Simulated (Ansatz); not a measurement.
# Single-point calculation of CoSi

The run: single-point calculation of CoSi (2 atoms in the cell). Method and program: DFT, PBE, PAW with Ansatz's default frozen-core files, scalar-relativistic, spin-polarised (Ansatz 0.2.0).

The structure derives from a Materials Project entry. It belongs to a series of runs on one base structure; here: total moment held at 0.68 μB, PAW files. Figures and captions count atoms from 1; the log counts them from 0 in places.

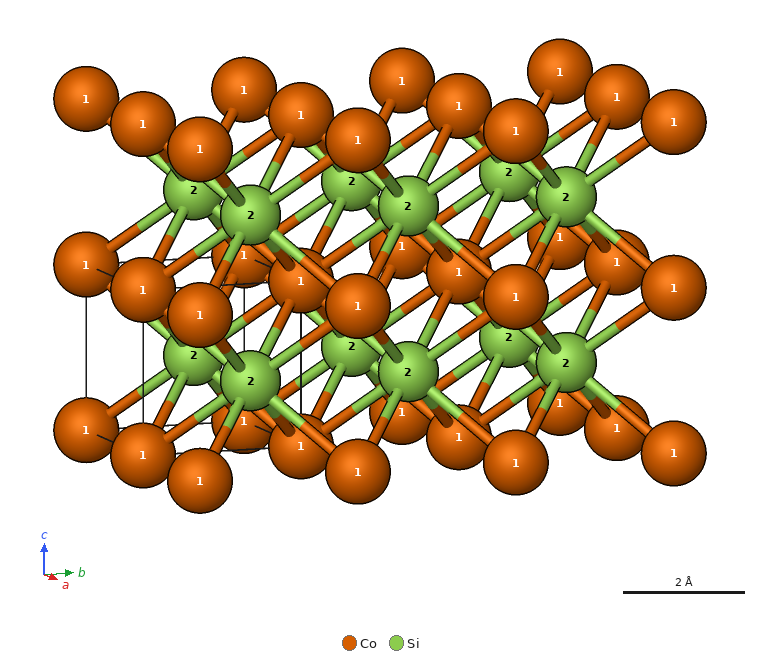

*The structure (ball-and-stick view of the cell of the calculation, repeated 2 × 3 × 2, seen slightly off an axis; atoms are numbered from 1 in the order of the input).*

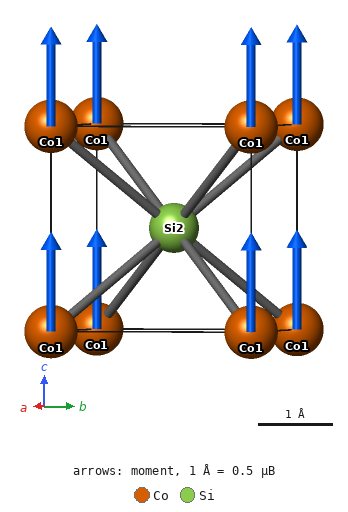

*Magnetic moments of the sites as blue arrows (ball-and-stick view of the cell of the calculation, seen at an oblique angle; atoms are numbered from 1 in the order of the input); small moments hardly show. The run is collinear, so the axis drawn is arbitrary.*

Site moments: Co1 (0.68 μB). They are counted near the atoms and needn't add up to the moment of the cell.

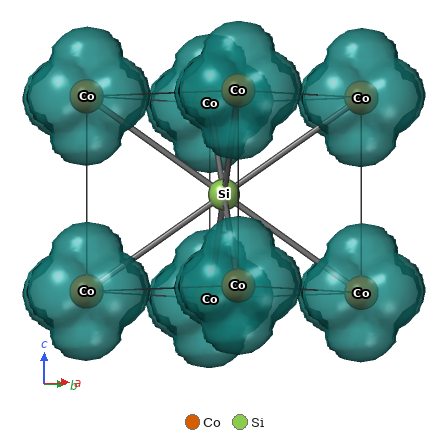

*Isosurface of the magnetisation density (up minus down) at +0.03 e/Å³ (teal), seen at an oblique angle. Sticks mark near contacts. The outline is the cell set on symmetry axes.*

The cell of the calculation (2 atoms) carries 0.7 μB net. Core electrons are frozen (PAW), so the fields are smoothed inside the atomic spheres.

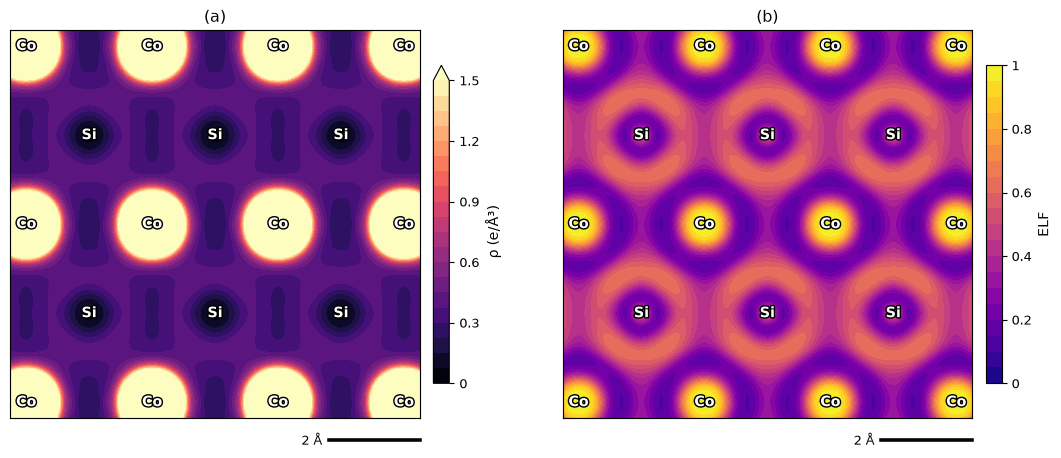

*(a) valence charge density (pseudo); (b) electron localisation function on the (101) plane of the conventional cell.*

The section cuts through Co and Si sites. Co–Si (2.41 Å): ρ at the midpoint is about 0.41 e/Å³; the ELF is about 0.45 at the midpoint. Away from the nuclei the density in this plane falls to 0.27 e/Å³ at its lowest. The strong features right at Co lie inside the PAW spheres (semicore, d or f shells) and say nothing about bonding.

The input and output of the run follow.

Input file:
```yaml
crystal:
  lattice:
    - [2.781334, 0.0, 0.0]
    - [0.0, 2.781334, 0.0]
    - [0.0, 0.0, 2.781334]
  atoms:
    - { symbol: Co, position: [0.0, 0.0, 0.0], spin: 0.68 }
    - { symbol: Si, position: [0.5, 0.5, 0.5] }
magnetization:
  spin_polarized: true
  initial_magnetization: 0.68
  spin_locking: { lock_magnetization: hard }
kpoints:
  mp_grid: { grid: [14, 14, 14] }
scf:
  occupations: { method: fermi_dirac, width: 0.03 }
  lower_state_search: "off"
hamiltonian:
  xc: pbe
  pseudopotentials: { kind: paw }
output:
  forces: true
  stress: true
  eigenvalues: true
  write_density: true
  write_potential: true
  elf: true
  volumetric_format: npy
```

Run as:
```bash
ansatz run input.yaml --threads 1 --pin off --max-ram 3072MiB --backend cpu --events-out ev --progress --plain --runs-dir out
```

Log:
```
Warning: output.stress: scf.convergence.dr2_threshold = 1e-7 eV (the SCF's general default) is looser than the 2e-10 eV advised for a printed stress (1e-10 eV for each atom of the cell: 2). What an SCF threshold leaves in a stress goes as its square root, and in the free energy as the threshold itself, and one threshold admits the most on a small cell: of the crystals measured, under no hybrid functional and no lock of the moments, on runs that ended without the residual-converged pass, on stresses that held no estimate of that error, the worst erred by over 100 MPa in a component at 1e-7 eV an atom and by under 5 at 1e-10. Set scf.convergence.dr2_threshold to 2e-10 eV or tighter. The threshold is an SCF's pass mark: one that does not reach it within its budget of iterations ends unconverged, or closes short of it on a stop that the run arms, and scf.convergence.dr2_threshold's page says what that costs each kind of run
Engine: ansatz 0.2.0, x86_64-unknown-linux-gnu
Pseudopotentials: kind: paw
Pseudopotential: Co, paw, valence charge 17, recommended cutoff 420 eV (normal), Co.paw.azcp
Pseudopotential: Si, paw, valence charge 4, recommended cutoff 420 eV (normal), Si.paw.azcp
Functional definition: PBE
  parameter kappa = 0.804
  parameter beta = 0.06672455060314922
  exchange = pbe_x(kappa = kappa, mu = beta*pi^2/3)
  correlation = pbe_c(beta = beta)
Crystal: 2 atoms, lattice volume = 21.516 Å³
Basis set: ecut = 420 eV, 437 PW (Γ), exchange–correlation on 40×40×40 points (8 copies of the dense FFT grid, shifted against one another)
Bands: 15, of which v1, the nominal top of the filled ones, is band 11 counted from 1 (10 counted from 0)
Symmetry: 48 space group operations
Space group: Pm-3m (ITA 221), of the structure as read, at distance tolerance 2.8e-5 Å
Magnetic group: BNS 221.92 (UNI 1594), of the structure as read, at distance tolerance 2.8e-5 Å
k-points: 120 of 2744
Non-local potential: Co, projectors of the file, l = 0: 3, l = 1: 2, l = 2: 3, l = 3: 1
Non-local potential: Si, projectors of the file, l = 0: 2, l = 1: 2, l = 2: 2
PAW form: soft (Blöchl's): semilocal exchange-correlation on the pseudo side does not see the compensation charge
PAW one-centre angular grid: Co, 590 points (default); XC on 64 Gauss nodes
PAW one-centre angular grid: Si, 110 points (default); XC on 64 Gauss nodes
Initial density: superposition of atomic densities (chi_scale 0.1, normalization cell)
Starting moments: Σ|m| = 0.68 μB on 1 of 2 sites
Initial wavefunctions: pseudopotential atomic-orbital guess
Functional: x = pbe(κ = 0.804, μ = 0.2195149727645171), c = pbe(β = 0.06672455060314922)
SCF iter   1: F=—  HF=-5763.130719 eV  |F-HF|=—  |Δ(HF+E_count)|=         —  Δρ=5.16e-2 (↑5.16e-2 ↓4.92e-2)  dr2=2.29e0  dr2_m=1.83e-2  M=0.680 μB ∫|m|=0.680 μB  β_m=0.30  ethr=3.10e-3  ⟨swp⟩=4.3  Hψ=17243  notcnv=0
preconditioner: auto → none  [metal: Δε(μ)=0.009 eV  Ē_g=9.444 eV  σ=0.030 eV  W_gap=0.07  n_scr=6 (ndim 8)  ℏωp=28.9 eV  f_vac=0.000  D(μ)=1.70/eV (n_scr^D=18)  sad-step TF]
SCF iter   2: F=—  HF=-5762.892296 eV  |F-HF|=—  |Δ(HF+E_count)|=   2.38e-1  Δρ=3.13e-2 (↑2.04e-2 ↓3.13e-2)  dr2=3.19e-1  dr2_m=1.98e-2  M=0.680 μB ∫|m|=0.684 μB  β_m=0.30  ethr=3.10e-3  ⟨swp⟩=2.0  Hψ=7341  notcnv=0  defer=49
SCF iter   3: F=—  HF=-5762.792642 eV  |F-HF|=—  |Δ(HF+E_count)|=   9.97e-2  Δρ=1.65e-2 (↑1.02e-2 ↓1.65e-2)  dr2=1.05e-1  dr2_m=1.21e-2  M=0.680 μB ∫|m|=0.687 μB  β_m=0.49  ethr=1.52e-3  ⟨swp⟩=2.8  Hψ=6159  notcnv=0  defer=49
SCF iter   4: F=—  HF=-5762.761241 eV  |F-HF|=—  |Δ(HF+E_count)|=   3.14e-2  Δρ=9.16e-3 (↑3.07e-3 ↓9.16e-3)  dr2=1.06e-2  dr2_m=4.12e-3  M=0.680 μB ∫|m|=0.697 μB  β_m=0.75  ethr=5.00e-4  ⟨swp⟩=2.0  Hψ=6134  notcnv=0  defer=49
SCF iter   5: F=—  HF=-5762.762567 eV  |F-HF|=—  |Δ(HF+E_count)|=   1.33e-3  Δρ=2.44e-3 (↑2.44e-3 ↓1.59e-3)  dr2=3.59e-3  dr2_m=8.34e-5  M=0.680 μB ∫|m|=0.708 μB  β_m=0.82  ethr=5.04e-5  ⟨swp⟩=2.1  Hψ=7100  notcnv=0  defer=47
SCF iter   6: F=—  HF=-5762.762137 eV  |F-HF|=—  |Δ(HF+E_count)|=   4.30e-4  Δρ=7.16e-4 (↑7.16e-4 ↓1.95e-4)  dr2=8.71e-5  dr2_m=2.88e-5  M=0.680 μB ∫|m|=0.712 μB  β_m=0.87  ethr=1.71e-5  ⟨swp⟩=1.1  Hψ=4172  notcnv=0  defer=44
SCF iter   7: F=—  HF=-5762.762139 eV  |F-HF|=—  |Δ(HF+E_count)|=   2.30e-6  Δρ=3.13e-4 (↑9.63e-5 ↓3.13e-4)  dr2=2.74e-5  dr2_m=2.40e-6  M=0.680 μB ∫|m|=0.714 μB  β_m=0.94  ethr=4.15e-7  ⟨swp⟩=2.2  Hψ=4952  notcnv=0  defer=43
SCF iter   8: F=—  HF=-5762.762136 eV  |F-HF|=—  |Δ(HF+E_count)|=   2.63e-6  Δρ=3.31e-5 (↑3.31e-5 ↓4.88e-6)  dr2=1.01e-7  dr2_m=5.79e-8  M=0.680 μB ∫|m|=0.714 μB  β_m=0.94  ethr=1.31e-7  ⟨swp⟩=1.5  Hψ=3888  notcnv=0  defer=43
SCF iter   9: F=-5762.762136 eV  HF=-5762.762136 eV  |F-HF|=4.06e-10  |Δ(HF+E_count)|=   1.24e-8  Δρ=4.11e-6 (↑4.11e-6 ↓3.36e-6)  dr2=5.76e-10  dr2_m=2.61e-9  M=0.680 μB ∫|m|=0.714 μB  ethr=4.76e-10  ⟨swp⟩=8.0  Hψ=18852  notcnv=0
SCF 1 converged in 9 iterations: F = -5762.762136 eV  dr2 = 5.76e-10
  greatest PAW one-centre occupation: 1.001 electrons in one spin orbital (limit 2), on the Co atom at site 0 (counted from 0), in its partial waves of l = 1
SCF converged after 9 iterations
Stability checked in part: among states of this total moment the steps that led to this state did not find it unstable. No probe was made; neither looks for a lower state of another moment (fixed_total_moment; see scf.lower_state_search)
Magnetization: 0.6800 μB (10.8400 up, 10.1600 down)
Absolute magnetization: 0.7142 μB (∫|ρ↑−ρ↓|, with the PAW one-centre terms)
Spin contamination: 0.0097 ħ² per cell (⟨S²⟩ above its minimum at these occupations)
Per-site moments (μB) at R_I (Å): [(0.6767413686048233, 0.9935911839188726), (0.01347702266446671, 0.9935911839188726)]
Free energy (F): -5762.762136 eV
Harris-Foulkes:  -5762.762136 eV  (|F-HF|=4.06e-10)
Internal energy: -5762.756741 eV  (E = F + TS)
E sigma→0 (E₀):  -5762.759439 eV
Entropy (-TS):   -0.005395 eV (-2.698 meV/atom)
Fermi energy:    17.554201 (↑ 17.581305, ↓ 17.527096) eV
--- Per-component energies (eV) ---
  E_band       = -230.182545
  E_kinetic    = 502.737399
  E_local      = -3491.143590  (includes V_loc(G=0)·N_el)
  E_nonlocal   = 481.262488
  E_hartree    = 1514.510666
  E_xc         = -217.210206
  E_vxc        = -256.139441  (∫ρ·V_xc dr)
  E_paw        = -2030.459179  (= ΣΔE_a)
  E_vpaw       = -495.920760  (= ΣTr[D̂ρ^β])
  E_aug_tail   = 0.000098  (compensation charges beyond the density's cutoff)
  E_ewald      = -2522.454418
  E_smearing   = -0.005395  (= −TS)
  E_closure    = 0.000000  (closes the sum)
  Σ components = -5762.762136   (vs F -5762.762136, Δ=0.00e0)
--- Forces (eV/Å), atoms counted from 1 ---
  atom   1  Co    -0.00000000     0.00000000     0.00000000
  atom   2  Si     0.00000000    -0.00000000     0.00000000
  max |Σ_I F_I| component: 1.13e-30 eV/Å
--- Stress (GPa, compression-positive) ---
        1.193829       0.000000       0.000000
       -0.000000       1.193829      -0.000000
        0.000000       0.000000       1.193829
  P = ⅓ Tr σ = 1.1938 GPa (11.938 kbar)
--- Band table (eV; the first three rows and the last of 240) ---
  k-point 0 ↑: bands = ["-78.2138", "-41.5008", "-41.5008", "-41.5008", "3.1737", "13.2096", "13.2096", "15.8143", "15.8143", "15.8143", "20.4177", "20.4177", "20.4177", "24.8325", "24.8325"]
  k-point 1 ↑: bands = ["-78.2136", "-41.5037", "-41.5006", "-41.5006", "3.2722", "13.1667", "13.2415", "15.7283", "15.7283", "15.8215", "19.7350", "20.5878", "20.5878", "24.8036", "25.4611"]
  k-point 2 ↑: bands = ["-78.2130", "-41.5117", "-41.5000", "-41.5000", "3.5659", "12.9836", "13.3328", "15.5092", "15.5092", "15.8417", "18.4734", "21.0610", "21.0610", "24.7190", "26.5040"]
  k-point 119 ↓: bands = ["-77.3944", "-40.7610", "-40.7610", "-40.7610", "11.6204", "11.6204", "11.6204", "15.8004", "17.4049", "17.4049", "18.7385", "18.7385", "18.7385", "21.1590", "21.1590"]
```

File rho_z.tsv:
```
# z_ang	rho[e/angstrom^3]	rho_spin[e/angstrom^3]
# format = ansatz-planar-average/11
# lattice	2.781334000	0.000000000	0.000000000
# lattice	0.000000000	2.781334000	0.000000000
# lattice	0.000000000	0.000000000	2.781334000
# sites	2
# site	27	0.000000000	0.000000000	0.000000000
# site	14	1.390667000	1.390667000	1.390667000
0.000000	3.024374e0	1.491406e-1
0.139067	2.625790e0	1.158380e-1
0.278133	1.794764e0	5.985822e-2
0.417200	1.090719e0	2.854874e-2
0.556267	6.862757e-1	1.689532e-2
0.695334	4.914108e-1	1.080802e-2
0.834400	4.010893e-1	5.881783e-3
0.973467	3.569741e-1	2.839828e-3
1.112534	3.308310e-1	1.006725e-3
1.251600	3.152192e-1	-1.190449e-5
1.390667	3.099324e-1	-3.792446e-4
1.529734	3.152192e-1	-1.190449e-5
1.668800	3.308310e-1	1.006725e-3
1.807867	3.569741e-1	2.839828e-3
1.946934	4.010893e-1	5.881783e-3
2.086000	4.914108e-1	1.080802e-2
2.225067	6.862757e-1	1.689532e-2
2.364134	1.090719e0	2.854874e-2
2.503201	1.794764e0	5.985822e-2
2.642267	2.625790e0	1.158380e-1
```

File v_z.tsv:
```
# z_ang	v_es[eV]	v_tot_up[eV]	v_tot_dn[eV]
# format = ansatz-planar-average/11
# xc	pbe
# density_cutoff_ev	1680
# datasets	Co=:simpson_from_first_knot:soft	Si=:simpson_from_first_knot:soft
# lattice	2.781334000	0.000000000	0.000000000
# lattice	0.000000000	2.781334000	0.000000000
# lattice	0.000000000	0.000000000	2.781334000
# sites	2
# site	27	0.000000000	0.000000000	0.000000000
# site	14	1.390667000	1.390667000	1.390667000
0.000000	2.659267e0	-1.194568e1	-1.178606e1
0.139067	3.076810e0	-1.134768e1	-1.122583e1
0.278133	4.226824e0	-9.729774e0	-9.684189e0
0.417200	5.828725e0	-7.523891e0	-7.524496e0
0.556267	7.420782e0	-5.348790e0	-5.326171e0
0.695334	8.174807e0	-4.069085e0	-3.999280e0
0.834400	7.628114e0	-4.328461e0	-4.240768e0
0.973467	6.094822e0	-5.959520e0	-5.898486e0
1.112534	4.321446e0	-7.965687e0	-7.969047e0
1.251600	3.033282e0	-9.405124e0	-9.457320e0
1.390667	2.570758e0	-9.912036e0	-9.976952e0
1.529734	3.033282e0	-9.405124e0	-9.457320e0
1.668800	4.321446e0	-7.965687e0	-7.969047e0
1.807867	6.094822e0	-5.959520e0	-5.898486e0
1.946934	7.628114e0	-4.328461e0	-4.240768e0
2.086000	8.174807e0	-4.069085e0	-3.999280e0
2.225067	7.420782e0	-5.348790e0	-5.326171e0
2.364134	5.828725e0	-7.523891e0	-7.524496e0
2.503201	4.226824e0	-9.729774e0	-9.684189e0
2.642267	3.076810e0	-1.134768e1	-1.122583e1
```

Key numbers:

| quantity | value |
| --- | --- |
| outcome | converged |
| space group (tolerance 0.01 Å) | Pm-3m (221) |
| electrons treated | 21 |
| free energy | −5762.7621 eV |
| Fermi energy | 17.554 eV |
| net moment of the cell | 0.68 μB |
| integrated absolute moment | 0.71 μB |
| pressure | 1.19 GPa |
| largest force (length of the vector) | under 0.001 eV/Å |
| hardware | 1 thread of Intel Xeon @ 2.50GHz (Skylake/Cascade Lake), 32 GiB of memory available, shared host |
| wall time | 6.6 s |
| peak memory | 0.41 GiB |

Warnings of the run: the SCF threshold is looser than advised for the printed stress.
